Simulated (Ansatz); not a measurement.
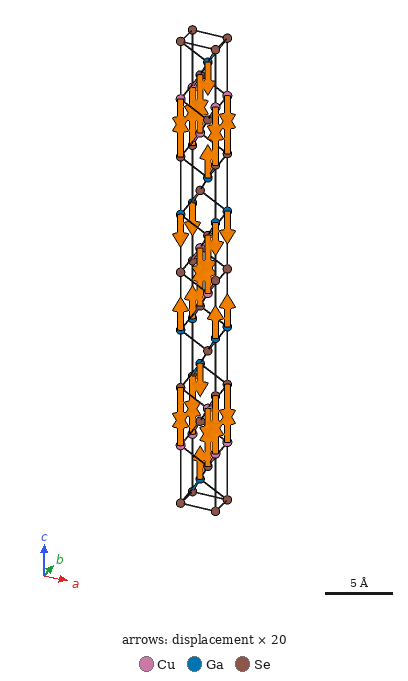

A relaxation of solid GaCuSe2 (a generated structure, set up in R-3m). The starting structure is drawn; orange arrows show the displacements (the part carried along by the change of the cell is left out), magnified 20 times.

Style: ball-and-stick. Shown: the conventional cell (3 times the calculation's cell), slightly off an axis. Lengths and directions refer to the drawn axes.

The calculation used Ansatz, DFT, PBEsol, plane waves, PAW.

Input
```yaml
crystal:
  lattice:
    - [1.8214869158, 1.0516359612, 11.8979027116]
    - [-1.8214869158, 1.0516359612, 11.8979027116]
    - [0.0, -2.1032719223, 11.8979027116]
  atoms:
    - { symbol: Cu, position: [0.875, 0.875, 0.875] }
    - { symbol: Cu, position: [0.125, 0.125, 0.125] }
    - { symbol: Ga, position: [0.375, 0.375, 0.375] }
    - { symbol: Ga, position: [0.625, 0.625, 0.625] }
    - { symbol: Se, position: [0.5, 0.5, 0.5] }
    - { symbol: Se, position: [0.75, 0.75, 0.75] }
    - { symbol: Se, position: [1.0, 0.0, 0.0] }
    - { symbol: Se, position: [0.25, 0.25, 0.25] }
kpoints:
  mp_grid: { grid: [6, 6, 6] }
hamiltonian:
  xc: pbesol
scf:
  occupations: { method: fermi_dirac, width: 0.03 }
relax:
  f_tol: 0.01
  cell: {}
  max_steps: 120
```

Run as
```bash
ansatz run input.yaml --threads 4 --pin off --max-ram 4608MiB --backend cpu --events-out ev --progress --plain --runs-dir out
```

**Describe the change and its energy.**

The largest moves relative to the cell, 0.16 Å, are those of Se6 and Se8. Se6 goes along +c. Largest moves by element: Se 0.16 Å, Ga 0.13 Å, Cu 0.13 Å. The drawn cell changes as follows: a = b 3.643 → 3.681 Å (+1.1 %), c 35.694 → 36.403 Å (+2.0 %); the volume changes by +4.1 %. Among the contacts that change: Ga3–Se7 2.576 → 2.689 Å, Ga3–Se6 2.576 → 2.626 Å, Cu1–Se5 2.576 → 2.539 Å, Cu1–Se8 2.576 → 2.595 Å. Bond angles that change, for instance: Ga3–Se7–Ga4 90.0° → 93.6°, Se7–Ga4–Se7 90.0° → 86.4°, Ga3–Se7–Ga3 90.0° → 86.4°. The space group stays R-3m (No. 166). After 5 accepted moves (6 points after the start) the energy has fallen by 34.8 meV per atom. The largest force component goes from 0.73 to 0.009 eV/Å. Pressure: 4.23 GPa at the start and 0.01 GPa at the end. At 1 point the geometry stayed and the basis and grid were re-selected for the new cell (energy shift of 0.2 meV per atom at most each time). Cost: 18 s on 4 threads of Intel(R) Xeon(R) 6975P-C (Granite Rapids), with other jobs on the host, peak memory 0.81 GiB.
